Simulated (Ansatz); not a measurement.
Geometry relaxation, with input and output: Ta (part 1 of 2)

Ta (slab, 3 atoms in the cell), computed with DFT PBE, scalar-relativistic, plane waves, PAW, PAW set soft_1, no spin polarisation (Ansatz 0.2.0).

The structure derives from an entry of the Crystallography Open Database. The input holds or restrains some coordinates. Forces given for the steps count only the free coordinates. Figures and captions count atoms from 1; the log counts them from 0 in places.

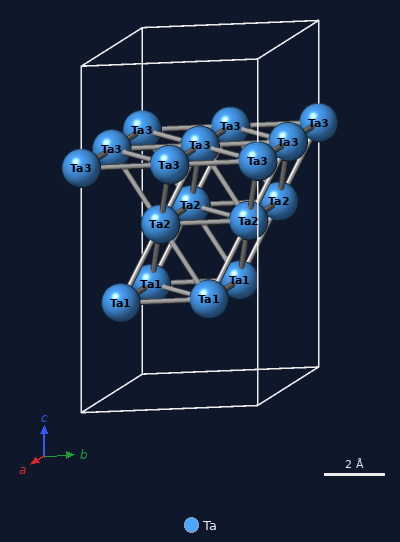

*The structure as given in the input (ball-and-stick view of the 2 × 2 repeat of the cell, with the vacuum cut short, seen slightly off an axis; atoms are numbered from 1 in the order of the input). An atom can appear more than once, as a periodic image.*

### Summary

```json
{"quantity": "outcome", "value": "converged under the restraints of the input"}
{"quantity": "electrons treated", "value": "39"}
{"quantity": "free energy", "value": "−29796.7155 eV"}
{"quantity": "work function, top face", "value": "4.67 eV"}
{"quantity": "work function, bottom face", "value": "4.66 eV"}
{"quantity": "Fermi energy", "value": "4.274 eV"}
{"quantity": "gap on the k-point mesh", "value": "none (metallic)"}
{"quantity": "final volume", "value": "145.77 Å³"}
{"quantity": "work function (upper face)", "value": "4.67 eV"}
{"quantity": "largest force (length of the vector) at the end, held atoms and coordinates included", "value": "0.011 eV/Å"}
{"quantity": "hardware", "value": "4 threads of Arm Neoverse V2, 24 GiB of memory available, shared host"}
{"quantity": "wall time", "value": "4.6 s (CPU time 17 s)"}
{"quantity": "peak memory", "value": "0.41 GiB"}
```

### Remarks

Spin–orbit coupling is left out, which matters for Ta.

### The input
```yaml
crystal:
  lattice:
    - [2.9861803517, 0.0, 0.0]
    - [-1.4930901758, 2.5861080448, 0.0]
    - [0.0, 0.0, 18.8764120944]
  atoms:
    - { symbol: Ta, position: [0.6666666667, 0.3333333333, 0.370833184] }
    - { symbol: Ta, position: [0.3333333333, 0.6666666667, 0.5] }
    - { symbol: Ta, position: [0.0, 0.0, 0.629166816] }
basis:
  ecutwfc: 420
kpoints:
  mp_grid: { grid: [12, 12, 1] }
hamiltonian:
  xc: pbe
  pseudopotentials: { kind: paw, azcp: { folder: soft_1 } }
scf:
  occupations: { method: gaussian, width: 0.1 }
output:
  forces: true
  eigenvalues: true
relax:
  adjacent_minimum: "off"
  f_tol: 0.03
  max_steps: 50
  constraints: [{ sites: [0] }]
efield:
  axis: 3
  dipole_correction: true
  ramp_width: 0.04
```

Run as:
```bash
ansatz run input.yaml --threads 4 --pin off --max-ram 12288MiB --backend cpu --events-out ev --progress --plain --runs-dir out
```

### Output
```
Engine: ansatz 0.2.0, aarch64-unknown-linux-gnu
Pseudopotentials: kind: paw
Pseudopotential: Ta, paw, valence charge 13, recommended cutoff 420 eV (normal), [file]
Functional definition: PBE
  parameter kappa = 0.804
  parameter beta = 0.06672455060314922
  exchange = pbe_x(kappa = kappa, mu = beta*pi^2/3)
  correlation = pbe_c(beta = beta)
Crystal: 3 atoms, lattice volume = 145.775 Å³
Basis set: ecut = 420 eV, 2739 PW (Γ), exchange–correlation on 40×40×256 points (8 copies of the dense FFT grid, shifted against one another)
Bands: 24, of which v1, the nominal top of the filled ones, is band 20 counted from 1 (19 counted from 0)
Symmetry: 6 space group operations
k-points: 19 of 144 (time reversal used)
Non-local potential: Ta, projectors of the file, l = 0: 3, l = 1: 2, l = 2: 2, l = 3: 1
PAW form: soft (Blöchl's): semilocal exchange-correlation on the pseudo side does not see the compensation charge
PAW one-centre angular grid: Ta, 590 points (default); XC on 64 Gauss nodes
Initial density: superposition of atomic densities (neutral atoms: chi_scale 0, normalization atom)
Initial wavefunctions: pseudopotential atomic-orbital guess
Functional: x = pbe(κ = 0.804, μ = 0.2195149727645171), c = pbe(β = 0.06672455060314922)
SCF iter   1: F=—  HF=-29798.380543 eV  |F-HF|=—  |Δ(HF+E_count)|=         —  Δρ=3.82e-2  dr2=1.79e1  ethr=3.10e-3  p=0.000 e·Å  D=8.81e-14 V/Å  ΔV_dip=-0.00 eV  dr2_dipole=3.79e-7  V_vac-E_F(+/−)=6.82/6.82 eV  ⟨swp⟩=7.1  Hψ=2195  notcnv=0
efield: sawtooth ramp at fractional position 0.9800 (placed from the atoms, in the widest stretch of the axis that holds none; the zero of the levels goes with the place), width 0.0400; the density the first Hamiltonian is built on has a dipole p = 0.000 e·Å; the dipole correction subtracts the counter field D = 8.81e-14 V/Å, which shifts the + side's vacuum level by -0.00 eV against the − side's; the planar-averaged density in the ramp window peaks in size at 4.7e-7 e/Å³
preconditioner: auto → LDOS  [metal: Δε(μ)=0.043 eV  Ē_g=3.782 eV  σ=0.100 eV  W_gap=0.23  n_scr=12 (ndim 8)  ℏωp=11.9 eV  f_vac=0.504  D(μ)=4.51/eV (n_scr^D=14)  β→1.0]
SCF iter   2: F=—  HF=-29797.014716 eV  |F-HF|=—  |Δ(HF+E_count)|=    1.37e0  Δρ=2.33e-2  dr2=5.09e0  ethr=3.10e-3  p=0.001 e·Å  D=9.04e-4 V/Å  ΔV_dip=-0.02 eV  dr2_dipole=4.93e-4  V_vac-E_F(+/−)=3.98/4.00 eV  ⟨swp⟩=3.4  Hψ=1163  notcnv=0
SCF iter   3: F=—  HF=-29796.719906 eV  |F-HF|=—  |Δ(HF+E_count)|=   2.95e-1  Δρ=5.93e-3  dr2=1.51e-1  ethr=3.10e-3  p=-0.000 e·Å  D=-5.10e-4 V/Å  ΔV_dip=0.01 eV  dr2_dipole=2.25e-3  V_vac-E_F(+/−)=5.05/5.04 eV  ⟨swp⟩=2.5  Hψ=873  notcnv=0
SCF iter   4: F=—  HF=-29796.709990 eV  |F-HF|=—  |Δ(HF+E_count)|=   9.92e-3  Δρ=2.05e-3  dr2=1.60e-2  ethr=3.87e-4  p=0.000 e·Å  D=3.63e-5 V/Å  ΔV_dip=-0.00 eV  dr2_dipole=8.42e-8  V_vac-E_F(+/−)=4.80/4.80 eV  ⟨swp⟩=2.6  Hψ=872  notcnv=0  defer=3
SCF iter   5: F=—  HF=-29796.709356 eV  |F-HF|=—  |Δ(HF+E_count)|=   6.34e-4  Δρ=6.58e-4  dr2=6.41e-4  ethr=4.10e-5  p=-0.000 e·Å  D=-1.46e-4 V/Å  ΔV_dip=0.00 eV  dr2_dipole=7.13e-6  V_vac-E_F(+/−)=4.75/4.74 eV  ⟨swp⟩=2.5  Hψ=693  notcnv=0  defer=3
SCF iter   6: F=—  HF=-29796.709493 eV  |F-HF|=—  |Δ(HF+E_count)|=   1.37e-4  Δρ=1.86e-4  dr2=1.12e-4  ethr=1.64e-6  p=0.000 e·Å  D=3.74e-5 V/Å  ΔV_dip=-0.00 eV  dr2_dipole=2.02e-6  V_vac-E_F(+/−)=4.72/4.72 eV  ⟨swp⟩=2.6  Hψ=770  notcnv=0  defer=3
SCF iter   7: F=—  HF=-29796.709508 eV  |F-HF|=—  |Δ(HF+E_count)|=   1.52e-5  Δρ=7.20e-5  dr2=2.95e-5  ethr=2.88e-7  p=-0.000 e·Å  D=-6.51e-5 V/Å  ΔV_dip=0.00 eV  dr2_dipole=1.59e-6  V_vac-E_F(+/−)=4.70/4.70 eV  ⟨swp⟩=2.6  Hψ=775  notcnv=0  defer=3
SCF iter   8: F=-29796.709505 eV  HF=-29796.709505 eV  |F-HF|=9.90e-8  |Δ(HF+E_count)|=   2.72e-6  Δρ=2.67e-5  dr2=2.06e-6  ethr=5.77e-8  p=0.000 e·Å  D=8.77e-6 V/Å  ΔV_dip=-0.00 eV  dr2_dipole=5.54e-8  V_vac-E_F(+/−)=4.69/4.69 eV  ⟨swp⟩=9.4  Hψ=2276  notcnv=0
SCF 1 converged in 8 iterations: F = -29796.709505 eV  dr2 = 2.06e-6
  greatest PAW one-centre occupation: 0.999 electrons in one spin orbital (limit 2), on the Ta atom at site 1 (counted from 0), in its partial waves of l = 0
relax step   1: F+E_penalty+E_count = -29796.70950511 eV  Δ(F+E_penalty+E_count) = +0.000e0 eV  max|allowed force component| = 1.619e-1 eV/Å  Δτ_max = 0.0000 Å  (8 SCF iters, dr2 threshold 2.25e-5 eV, accepted)
Initial density: handed on by an earlier stage of this run
Initial wavefunctions: those handed on with the density
SCF iter   1: F=—  HF=-29796.748077 eV  |F-HF|=—  |Δ(HF+E_count)|=         —  Δρ=1.10e-2  dr2=2.79e0  ethr=3.10e-3  p=0.000 e·Å  D=8.77e-6 V/Å  ΔV_dip=-0.00 eV  dr2_dipole=1.23e0  V_vac-E_F(+/−)=4.67/4.67 eV  ⟨swp⟩=4.6  Hψ=1302  notcnv=0  defer=3
efield: sawtooth ramp at fractional position 0.9800 (handed on by an earlier solve), width 0.0400; the density the first Hamiltonian is built on has a dipole p = 0.000 e·Å; the dipole correction subtracts the counter field D = 8.77e-6 V/Å, which shifts the + side's vacuum level by -0.00 eV against the − side's; the planar-averaged density in the ramp window peaks in size at 3.0e-6 e/Å³
preconditioner: auto → LDOS  [metal: Δε(μ)=0.024 eV  Ē_g=3.474 eV  σ=0.100 eV  W_gap=0.13  n_scr=12 (ndim 8)  ℏωp=11.9 eV  f_vac=0.521  D(μ)=4.74/eV (n_scr^D=14)  β→1.0]
SCF iter   2: F=—  HF=-29796.714076 eV  |F-HF|=—  |Δ(HF+E_count)|=   3.40e-2  Δρ=3.18e-3  dr2=1.89e-1  ethr=3.10e-3  p=0.013 e·Å  D=1.64e-2 V/Å  ΔV_dip=-0.31 eV  dr2_dipole=1.06e-1  V_vac-E_F(+/−)=4.37/4.68 eV  ⟨swp⟩=1.9  Hψ=632  notcnv=0
SCF iter   3: F=—  HF=-29796.705472 eV  |F-HF|=—  |Δ(HF+E_count)|=   8.60e-3  Δρ=9.61e-4  dr2=5.90e-3  ethr=4.85e-4  p=0.003 e·Å  D=3.97e-3 V/Å  ΔV_dip=-0.08 eV  dr2_dipole=8.98e-4  V_vac-E_F(+/−)=4.58/4.65 eV  ⟨swp⟩=2.3  Hψ=620  notcnv=0
SCF iter   4: F=—  HF=-29796.704692 eV  |F-HF|=—  |Δ(HF+E_count)|=   7.80e-4  Δρ=4.43e-4  dr2=1.07e-3  ethr=1.51e-5  p=0.003 e·Å  D=3.36e-3 V/Å  ΔV_dip=-0.06 eV  dr2_dipole=7.20e-5  V_vac-E_F(+/−)=4.58/4.65 eV  ⟨swp⟩=2.4  Hψ=815  notcnv=0
SCF iter   5: F=—  HF=-29796.704607 eV  |F-HF|=—  |Δ(HF+E_count)|=   8.45e-5  Δρ=2.10e-4  dr2=2.42e-4  ethr=2.75e-6  p=0.001 e·Å  D=1.86e-3 V/Å  ΔV_dip=-0.04 eV  dr2_dipole=6.81e-9  V_vac-E_F(+/−)=4.61/4.64 eV  ⟨swp⟩=2.0  Hψ=551  notcnv=0
SCF iter   6: F=—  HF=-29796.704594 eV  |F-HF|=—  |Δ(HF+E_count)|=   1.33e-5  Δρ=6.57e-5  dr2=3.05e-5  ethr=6.21e-7  p=0.001 e·Å  D=7.97e-4 V/Å  ΔV_dip=-0.02 eV  dr2_dipole=1.54e-7  V_vac-E_F(+/−)=4.63/4.64 eV  ⟨swp⟩=2.4  Hψ=633  notcnv=0
SCF iter   7: F=—  HF=-29796.704593 eV  |F-HF|=—  |Δ(HF+E_count)|=   5.05e-7  Δρ=1.43e-5  dr2=1.91e-6  ethr=7.81e-8  p=0.000 e·Å  D=3.69e-4 V/Å  ΔV_dip=-0.01 eV  dr2_dipole=4.82e-7  V_vac-E_F(+/−)=4.63/4.64 eV  ⟨swp⟩=2.5  Hψ=691  notcnv=0
SCF iter   8: F=-29796.704593 eV  HF=-29796.704594 eV  |F-HF|=5.71e-8  |Δ(HF+E_count)|=   1.24e-7  Δρ=4.32e-6  dr2=7.48e-8  ethr=4.20e-9  p=0.000 e·Å  D=2.91e-4 V/Å  ΔV_dip=-0.01 eV  dr2_dipole=2.46e-8  V_vac-E_F(+/−)=4.64/4.64 eV  ⟨swp⟩=7.9  Hψ=2156  notcnv=0
SCF 2 converged in 8 iterations: F = -29796.704593 eV  dr2 = 7.48e-8
relax step   2: F+E_penalty+E_count = -29796.70459350 eV  Δ(F+E_penalty+E_count) = +4.912e-3 eV  max|allowed force component| = 2.671e-1 eV/Å  Δτ_max = 0.1637 Å  (8 SCF iters, dr2 threshold 1.64e-6 eV, rejected (line search))
iter 1 solved again at ethr=1.37e-3 eV; its pass at ethr=3.10e-3 eV (dr2=5.36e-1 eV) is discarded
```
